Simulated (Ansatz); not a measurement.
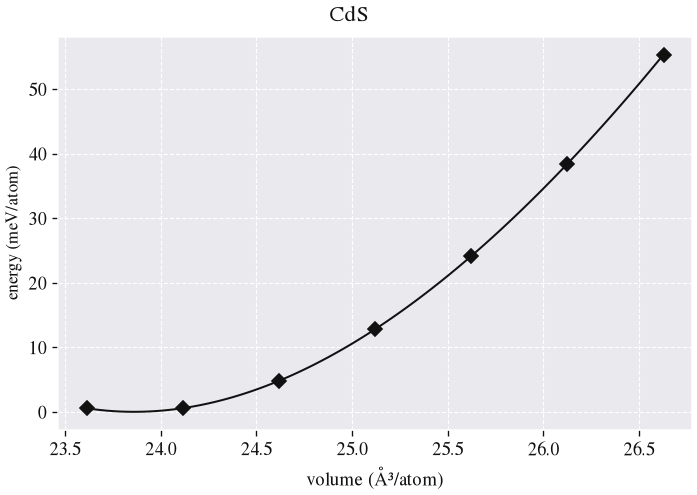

The plot gives the computed energy against volume for CdS, space group P6_3mc (No. 186).

Starting cell:
```cif
data_structure
_symmetry_space_group_name_H-M 'P 1'
_symmetry_Int_Tables_number 1
_cell_length_a 4.1500
_cell_length_b 4.1500
_cell_length_c 6.7370
_cell_angle_alpha 90.000
_cell_angle_beta 90.000
_cell_angle_gamma 120.000
_cell_volume 100.48
loop_
_atom_site_label
_atom_site_type_symbol
_atom_site_fract_x
_atom_site_fract_y
_atom_site_fract_z
_atom_site_occupancy
Cd1 Cd 0.66667 0.33333 0.50000 1
Cd2 Cd 0.33333 0.66667 0.00000 1
S1 S 0.66667 0.33333 0.87500 1
S2 S 0.33333 0.66667 0.37500 1
```

Method: all-electron LAPW DFT, no spin polarisation; energies at scaled volumes of the given cell, shape and fractions fixed, counted from the fit's minimum, third-order Birch-Murnaghan fit (Ansatz 0.2.0). Level: LDA.

- k mesh: 7×7×4
- occupations: Fermi–Dirac
- smearing width: 0.05 eV
- potentials: all electron LAPW, scalar relativistic
- program settings: basis error eV/atom 0.002

From this curve and the settings, what does the calculation give for the pressure at the same points?

The pressure falls from 0.73 GPa at volume 23.61 Å³/atom to −5.78 GPa at 26.63 Å³/atom, and changes sign near 23.87 Å³/atom.

```tsv
volume (Å³/atom)	pressure (GPa)
23.61	0.73
24.12	-0.70
24.62	-1.97
25.12	-3.10
25.62	-4.10
26.13	-4.99
26.63	-5.78
```

Limits of the calculation: shape and atomic fractions are frozen while scaling, which makes layered, chain and framework solids too stiff.
